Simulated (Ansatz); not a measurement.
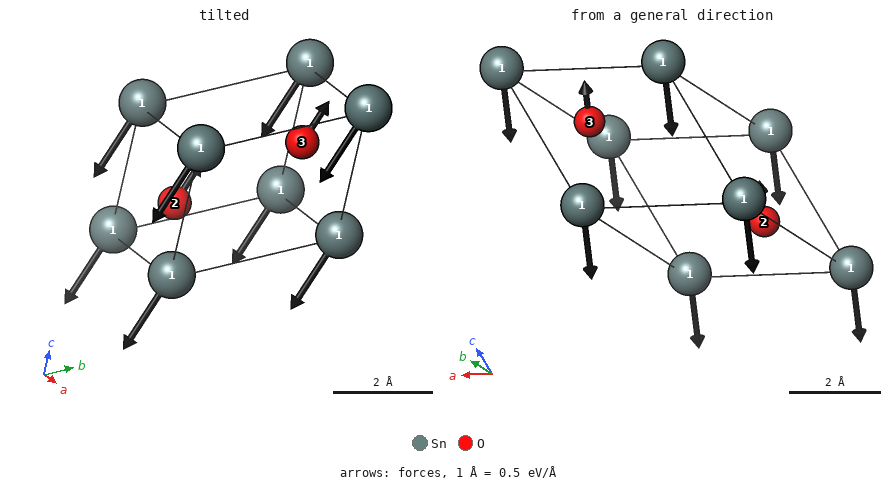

Drawn in the spheres-only manner and seen slightly off an axis and from a general direction. Thin lines show the simulation cell, with boundary atoms drawn in all their periodic places. The arrows are the computed forces on the atoms.

System: SnO$_{2}$. Level of theory: Ansatz, DFT PBE, scalar-relativistic, plane waves, PAW. Settings were an energy cutoff of 420 eV, a 12×12×12 mesh of k-points, Gaussian smearing of 0.1 eV, no spin polarisation.

Is the structure at rest?

No. The atoms still feel forces of up to about 0.68 eV/Å, far above a usual threshold of 0.01 to 0.03 eV/Å.

Identify the atom with the maximum force.

Sn1, about 0.68 eV/Å.

How large is the mean force on each element?

Mean magnitudes: about Sn 0.68 eV/Å, O 0.34 eV/Å.

Source of the structure: a structure listed in the Materials Project. The cell was then strained or its atoms displaced on purpose. It went into a calculation with Ansatz.
